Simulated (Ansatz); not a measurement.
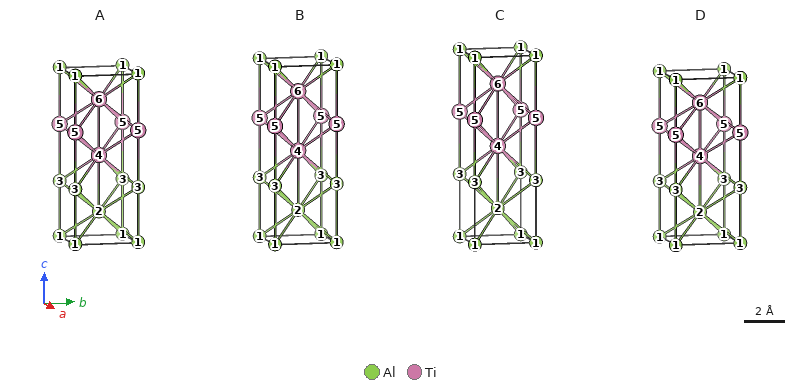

4 geometries from one relaxation of solid TiAl (set up in P4/mmm), in shuffled order. Style: ball-and-stick. Shown: the cell of the calculation, slightly off an axis.

Case: superlattice of 3 and 3 planes along [0 0 1].

These are results of Ansatz 0.2.0, DFT PBEsol, scalar-relativistic, plane waves, PAW, not measurements. Set-up: plane-wave cutoff 420 eV; k-point mesh 12 × 12 × 4; occupations gaussian; smearing width 0.1 eV; no spin polarisation; cell and atoms relaxed; force threshold 0.01 eV/Å; at most 45 steps.

> Order the frames from highest to lowest energy.

C, B, A, D. They are steps 0, 1, 2, 9, at +73.1 meV per atom, +42.2 meV per atom, +15.7 meV per atom relative to the last. After 6 accepted moves (9 points after the start) the energy has fallen by 73.1 meV per atom. The largest force component goes from 0.097 to 0.0039 eV/Å. The pressure goes from −2.38 to −0.04 GPa. The line search rejected the trial step at point 3 of the run. The SCF was repeated twice at an unchanged geometry on a basis and grid sized afresh for the cell, which shifted the energy by 0.5 meV per atom at most. The largest moves relative to the cell, 0.042 Å, are those of Ti4 and Ti6. Ti4 goes along +c. Largest moves by element: Ti 0.042 Å, Al 0.010 Å. The volume changes by −1.1 %, with a = b 3.212 → 3.396 Å (+5.7 %), c 9.635 → 8.521 Å (−11.6 %). Some distances before and after: Ti4–Ti6 3.212 → 2.757 Å, Al1–Ti5 3.212 → 2.830 Å, Al1–Al3 3.212 → 2.861 Å, Al2–Ti4 3.212 → 2.882 Å. The space group stays P4/mmm (No. 123). The run took 72 s on 2 threads of Arm Neoverse V2, on a shared host, peak memory 0.51 GiB.
